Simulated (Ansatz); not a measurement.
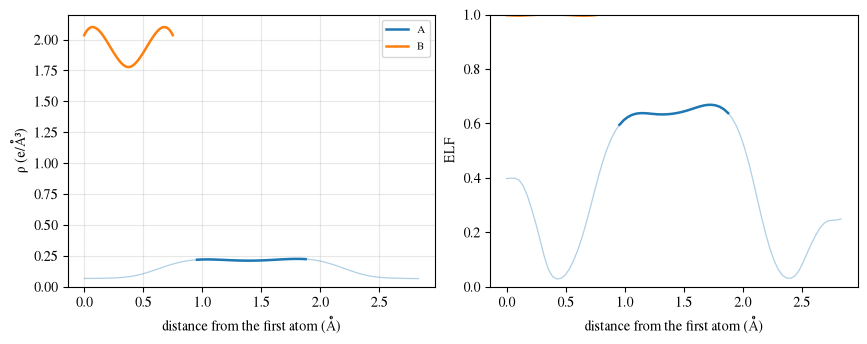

Figure 1: Al$_{6}$H (slab). Valence pseudo-density and ELF along straight lines between neighbouring atoms. Thin, pale parts lie inside the atomic spheres.

The calculation used Ansatz 0.2.0, DFT PBE, scalar-relativistic, plane waves, PAW.

In a PAW calculation such maps are meaningful between the atoms, not at the nuclei.

```
CELL_PARAMETERS angstrom
5.71430 0.00000 0.00000
-2.85715 4.94873 0.00000
0.00000 0.00000 22.60164
ATOMIC_POSITIONS crystal
Al 0.33333 0.16667 0.17698
Al 0.33333 0.66667 0.17698
Al 0.83333 0.16667 0.17698
Al 0.83333 0.66667 0.17698
Al 0.16667 0.33333 0.27878
Al 0.16667 0.83333 0.27878
Al 0.66667 0.33333 0.27878
Al 0.66667 0.83333 0.27878
Al 0.00000 0.00000 0.38058
Al 0.00000 0.50000 0.38058
Al 0.50000 0.00000 0.38058
Al 0.50000 0.50000 0.38058
H 0.93438 0.00000 0.51331
H 0.06562 0.00000 0.51331
```

Which curve belongs to which contact (Al–Al and H–H)? The first atom named is at distance zero.

Curve A: Al–Al (2.83 Å): ρ at the midpoint is about 0.21 e/Å³; the ELF peaks at about 0.65 between the atoms. Curve B: H–H (0.75 Å): ρ at the midpoint is about 1.8 e/Å³; the ELF peaks at about 1 between the atoms.
